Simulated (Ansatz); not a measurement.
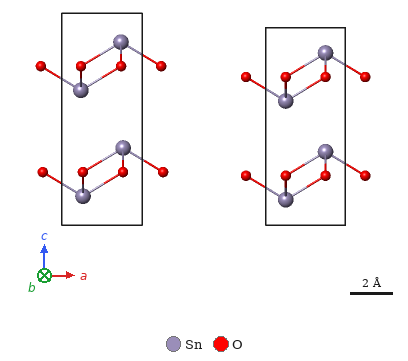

Two geometries of crystalline SnO (set up in Cmce), drawn at one scale. One is the start of a relaxation, the other its converged end. A polyhedral model of the cell of the calculation, seen along the b axis.

Theory: Ansatz, DFT PBE+D3(BJ), scalar-relativistic, plane waves, PAW. Settings: plane-wave cutoff 420 eV; k-point mesh 10 × 10 × 4; occupations gaussian; smearing width 0.02 eV; no spin polarisation; cell and atoms relaxed; force threshold 0.005 eV/Å; at most 80 steps.

> Which one is relaxed?

The right one is the relaxed one. Over 6 accepted moves (8 points after the start) the energy falls by 0.101 eV per cell of the calculation. The largest force component goes from 0.068 to 0.00064 eV/Å. The pressure goes from −2.17 to −0.02 GPa. At 2 points the geometry stayed and the basis and grid were re-selected for the new cell (energy shift of 19.1 meV per cell of the calculation at most each time). The largest moves relative to the cell, 0.10 Å, are those of Sn atoms. By element the largest moves are Sn 0.10 Å, O 0.06 Å. The drawn cell changes as follows: a = b 3.871 → 3.837 Å (−0.9 %), c 10.222 → 9.527 Å (−6.8 %); the volume changes by −8.4 %. Some distances before and after: O–Sn 2.264 → 2.241 Å. The space group (tolerance 0.01 Å) goes from Cmce (No. 64) to P4/nmm (No. 129). The run took 85 s on 2 threads of Intel(R) Xeon(R) 6975P-C (Granite Rapids) (shared host), peak memory 0.83 GiB.
